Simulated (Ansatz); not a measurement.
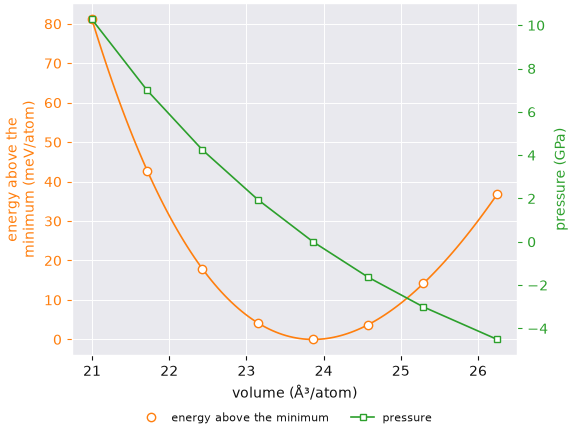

The picture above shows the energy above the minimum and pressure against volume for Ge, space group P6_3/mmc (No. 194).

Structure:
```
Ge
1.0
     4.05816    0.00000    0.00000
    -2.02908    3.51447    0.00000
     0.00000    0.00000    6.69253
Ge
4
Direct
  0.66667 0.33333 0.06279
  0.33333 0.66667 0.56279
  0.66667 0.33333 0.43721
  0.33333 0.66667 0.93721
```

Computed with Ansatz 0.2.0: third-order Birch-Murnaghan fit to density functional energies at scaled volumes of the given relaxed cell, shape and atoms relaxed at each volume; energies count from the fitted minimum; plane waves with PAW datasets, Γ-centred k mesh. Level: PBE, no spin polarisation.

```tsv
setting	value
wave cutoff	420 eV
k mesh	12×12×6
occupations	Gaussian
smearing width	0.1 eV
```

Question: What equilibrium volume and bulk modulus follow from the curve?

Answer: A third-order Birch–Murnaghan fit gives V0 = 23.86 Å³/atom, B0 = 59.3 GPa and B′ = 4.7.

Question: How does the pressure vary with volume?

Answer: It falls from 10.27 GPa at volume 20.999 Å³/atom to −4.51 GPa at 26.249 Å³/atom, and changes sign near 23.86 Å³/atom.

Limits of the calculation: a crossing between the sampled k points may be missed; bands touch, and spin-orbit coupling could open a gap.
